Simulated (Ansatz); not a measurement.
## Two runs on ZnS

System: ZnS (F-43m, 2 atoms in the cell).
Method of run A: DFT, PBEsol, PAW with Ansatz's default frozen-core files, scalar-relativistic, no spin polarisation (Ansatz 0.2.0).

The structure derives from an entry of the Crystallography Open Database. Text and figures count atoms from 1; the logs count them from 0 in places.

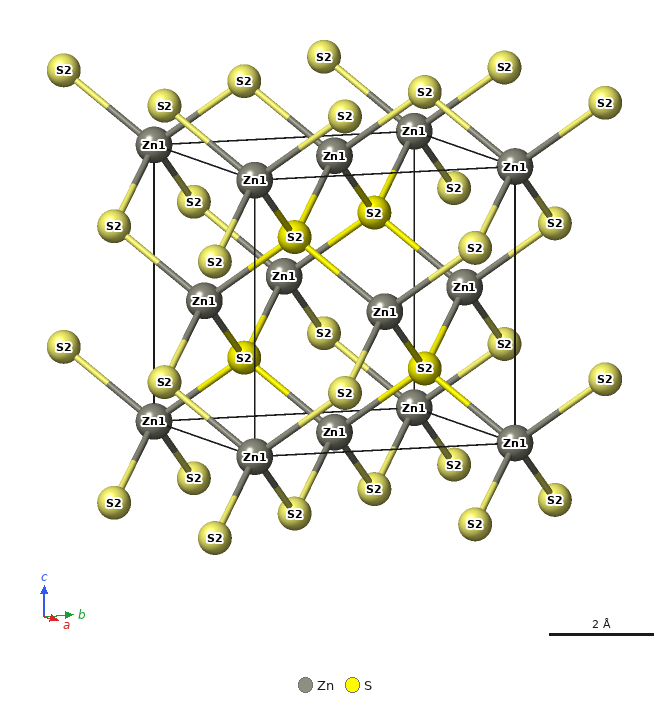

The structure (ball-and-stick view of the cell 4 times as large as that of the calculation, set on its symmetry axes, seen slightly off an axis; neighbours outside the cell are drawn fainter; atoms are numbered from 1 in the order of the input). An atom can appear more than once, as a periodic image. Near neighbours in the periodic cell (some may lie outside the picture): Zn has 4 S at 2.34 Å; S has 4 Zn at 2.34 Å.

**Input file, run A**
```yaml
crystal:
  lattice:
    - [0.0, 2.70465, 2.70465]
    - [2.70465, 0.0, 2.70465]
    - [2.70465, 2.70465, 0.0]
  atoms:
    - { symbol: Zn, position: [0.0, 0.0, 0.0] }
    - { symbol: S, position: [0.75, 0.75, 0.75] }
kpoints:
  mp_grid: { grid: [8, 8, 8] }
  band_path:
    path:
      - [0.0, 0.0, 0.0]
      - [-0.5, -0.5, 0.0]
      - [-0.375, -0.375, 0.25]
      - [-0.375, 0.0, 0.375]
      - [0.0, 0.0, 0.0]
      - [0.0, 0.0, 0.5]
      - [-0.5, -0.25, 0.25]
      - [-0.5, -0.5, 0.0]
    npoints: 5
scf:
  occupations: { method: fermi_dirac, width: 0.01 }
hamiltonian:
  xc: pbesol
  pseudopotentials: { kind: paw }
output:
  forces: true
  stress: true
  eigenvalues: true
  efg: { contact_densities: true }
```

Launched with:
```bash
ansatz run input.yaml --threads 1 --pin off --max-ram 2048MiB --backend cpu --events-out ev --progress --plain --runs-dir out
```

Hardware: 1 thread of Arm Neoverse V1, 24 GiB of memory available, shared host.

**Output, shortened to warnings, some set-up lines, iterations and results (run A)**
```
Basis set: ecut = 420 eV, 749 PW (Γ), exchange–correlation on 54×54×54 points (8 copies of the dense FFT grid, shifted against one another)
Symmetry: 24 space group operations
k-points: 29 of 512 (time reversal used)
Initial density: superposition of atomic densities (neutral atoms: chi_scale 0, normalization atom), corrected by the library's trained network
[...]
SCF iter   1: F=—  HF=-4167.436508 eV  |F-HF|=—  |Δ(HF+E_count)|=         —  Δρ=5.45e-3  dr2=1.42e-2  ethr=1.77e-3  ⟨swp⟩=5.9  Hψ=2281  notcnv=0
SCF iter   2: F=—  HF=-4167.432119 eV  |F-HF|=—  |Δ(HF+E_count)|=   4.39e-3  Δρ=9.00e-4  dr2=1.61e-4  ethr=7.90e-5  ⟨swp⟩=2.9  Hψ=988  notcnv=0
SCF iter   3: F=—  HF=-4167.432149 eV  |F-HF|=—  |Δ(HF+E_count)|=   2.98e-5  Δρ=6.95e-4  dr2=1.04e-4  ethr=8.95e-7  ⟨swp⟩=2.0  Hψ=709  notcnv=0
SCF iter   4: F=—  HF=-4167.432169 eV  |F-HF|=—  |Δ(HF+E_count)|=   1.99e-5  Δρ=2.86e-4  dr2=2.64e-5  ethr=5.79e-7  ⟨swp⟩=2.0  Hψ=669  notcnv=0
SCF iter   5: F=—  HF=-4167.432165 eV  |F-HF|=—  |Δ(HF+E_count)|=   4.11e-6  Δρ=2.41e-5  dr2=1.12e-7  ethr=1.47e-7  ⟨swp⟩=2.0  Hψ=609  notcnv=0
SCF iter   6: F=-4167.432165 eV  HF=-4167.432165 eV  |F-HF|=1.40e-9  |Δ(HF+E_count)|=   1.34e-7  Δρ=5.02e-6  dr2=5.68e-9  ethr=5.56e-10  ⟨swp⟩=5.1  Hψ=1800  notcnv=0
SCF 1 converged in 6 iterations: F = -4167.432165 eV  dr2 = 5.68e-9
NSCF: frozen V_eff on 36 k-points
SCF converged after 6 iterations
Free energy (F): -4167.432165 eV
Harris-Foulkes:  -4167.432165 eV  (|F-HF|=1.40e-9)
Internal energy: -4167.432165 eV  (E = F + TS)
E sigma→0 (E₀):  -4167.432165 eV
Fermi energy:    6.633895 eV
--- Per-component energies (eV) ---
  E_band       = 2.191179
  E_kinetic    = 237.845468
  E_local      = -2043.647455  (includes V_loc(G=0)·N_el)
  E_nonlocal   = 644.103073
  E_hartree    = 852.579765
  E_xc         = -231.664201
  E_vxc        = -139.728448  (∫ρ·V_xc dr)
  E_paw        = -2375.356523  (= ΣΔE_a)
  E_vpaw       = -401.542649  (= ΣTr[D̂ρ^β])
  E_aug_tail   = -0.000356  (compensation charges beyond the density's cutoff)
  E_ewald      = -1252.151240
  E_core_change = 0.859304  (= ΣΔE_core)
  E_smearing   = -0.000000  (= −TS)
  E_closure    = -0.000000  (closes the sum)
  Σ components = -4167.432165   (vs F -4167.432165, Δ=0.00e0)
--- Forces (eV/Å), atoms counted from 1 ---
  atom   1  Zn    -0.00000000     0.00000000    -0.00000000
  atom   2  S      0.00000000    -0.00000000     0.00000000
  max |Σ_I F_I| component: 3.01e-17 eV/Å
--- Stress (GPa, compression-positive) ---
       -2.176281      -0.000000       0.000000
       -0.000000      -2.176281       0.000000
       -0.000000       0.000000      -2.176281
  P = ⅓ Tr σ = -2.1763 GPa (-21.763 kbar)
--- PAW observables at the nuclei: V_zz in 10²¹ V/m², potentials from the cell's mean, atoms counted from 1 ---
  atom   1  Zn V_zz =    +0.000000   η = 0.0000   by run symmetry: forbidden
            electrostatic potential = -3941.391073 V   contact ρ = 166267.500115 e/Å³
  atom   2  S  V_zz =    -0.000000   η = 0.0000   by run symmetry: forbidden
            electrostatic potential = -1632.732258 V   contact ρ = 19698.225384 e/Å³
```

For run B the input was changed thus:
```diff
+basis:
+  ecutrho_ratio: 4
```

How does run B compare with run A?

The energy doesn't change within 0.01 meV per atom. The number of SCF iterations is the same.

**Output, shortened to warnings, some set-up lines, iterations and results (run B)**
```
Basis set: ecut = 420 eV, 749 PW (Γ), exchange–correlation on 54×54×54 points (8 copies of the dense FFT grid, shifted against one another)
Symmetry: 24 space group operations
k-points: 29 of 512 (time reversal used)
Initial density: superposition of atomic densities (neutral atoms: chi_scale 0, normalization atom), corrected by the library's trained network
[...]
SCF iter   1: F=—  HF=-4167.436508 eV  |F-HF|=—  |Δ(HF+E_count)|=         —  Δρ=5.45e-3  dr2=1.42e-2  ethr=1.77e-3  ⟨swp⟩=5.9  Hψ=2281  notcnv=0
SCF iter   2: F=—  HF=-4167.432119 eV  |F-HF|=—  |Δ(HF+E_count)|=   4.39e-3  Δρ=9.00e-4  dr2=1.61e-4  ethr=7.90e-5  ⟨swp⟩=2.9  Hψ=988  notcnv=0
SCF iter   3: F=—  HF=-4167.432149 eV  |F-HF|=—  |Δ(HF+E_count)|=   2.98e-5  Δρ=6.95e-4  dr2=1.04e-4  ethr=8.95e-7  ⟨swp⟩=2.0  Hψ=709  notcnv=0
SCF iter   4: F=—  HF=-4167.432169 eV  |F-HF|=—  |Δ(HF+E_count)|=   1.99e-5  Δρ=2.86e-4  dr2=2.64e-5  ethr=5.79e-7  ⟨swp⟩=2.0  Hψ=669  notcnv=0
SCF iter   5: F=—  HF=-4167.432165 eV  |F-HF|=—  |Δ(HF+E_count)|=   4.11e-6  Δρ=2.41e-5  dr2=1.12e-7  ethr=1.47e-7  ⟨swp⟩=2.0  Hψ=609  notcnv=0
SCF iter   6: F=-4167.432165 eV  HF=-4167.432165 eV  |F-HF|=1.40e-9  |Δ(HF+E_count)|=   1.34e-7  Δρ=5.02e-6  dr2=5.68e-9  ethr=5.56e-10  ⟨swp⟩=5.1  Hψ=1800  notcnv=0
SCF 1 converged in 6 iterations: F = -4167.432165 eV  dr2 = 5.68e-9
NSCF: frozen V_eff on 36 k-points
SCF converged after 6 iterations
Free energy (F): -4167.432165 eV
Harris-Foulkes:  -4167.432165 eV  (|F-HF|=1.40e-9)
Internal energy: -4167.432165 eV  (E = F + TS)
E sigma→0 (E₀):  -4167.432165 eV
Fermi energy:    6.633895 eV
--- Per-component energies (eV) ---
  E_band       = 2.191179
  E_kinetic    = 237.845468
  E_local      = -2043.647455  (includes V_loc(G=0)·N_el)
  E_nonlocal   = 644.103073
  E_hartree    = 852.579765
  E_xc         = -231.664201
  E_vxc        = -139.728448  (∫ρ·V_xc dr)
  E_paw        = -2375.356523  (= ΣΔE_a)
  E_vpaw       = -401.542649  (= ΣTr[D̂ρ^β])
  E_aug_tail   = -0.000356  (compensation charges beyond the density's cutoff)
  E_ewald      = -1252.151240
  E_core_change = 0.859304  (= ΣΔE_core)
  E_smearing   = -0.000000  (= −TS)
  E_closure    = -0.000000  (closes the sum)
  Σ components = -4167.432165   (vs F -4167.432165, Δ=0.00e0)
--- Forces (eV/Å), atoms counted from 1 ---
  atom   1  Zn    -0.00000000     0.00000000    -0.00000000
  atom   2  S      0.00000000    -0.00000000     0.00000000
  max |Σ_I F_I| component: 3.01e-17 eV/Å
--- Stress (GPa, compression-positive) ---
       -2.176281      -0.000000       0.000000
       -0.000000      -2.176281       0.000000
       -0.000000       0.000000      -2.176281
  P = ⅓ Tr σ = -2.1763 GPa (-21.763 kbar)
--- PAW observables at the nuclei: V_zz in 10²¹ V/m², potentials from the cell's mean, atoms counted from 1 ---
  atom   1  Zn V_zz =    +0.000000   η = 0.0000   by run symmetry: forbidden
            electrostatic potential = -3941.391073 V   contact ρ = 166267.500115 e/Å³
  atom   2  S  V_zz =    -0.000000   η = 0.0000   by run symmetry: forbidden
            electrostatic potential = -1632.732258 V   contact ρ = 19698.225384 e/Å³
```

**The two runs side by side**

```csv
quantity,run A,run B
outcome,converged,converged
free energy per atom (eV),−2083.7161,−2083.7161
gap on the mesh (eV),1.96,1.96
pressure (GPa),−2.18,−2.18
largest force (eV/Å),0.000,0.000
SCF iterations,6,6
irreducible k-points,29,29
plane waves at Γ,749,749
wall time (shared host),4.6 s,5 s
```
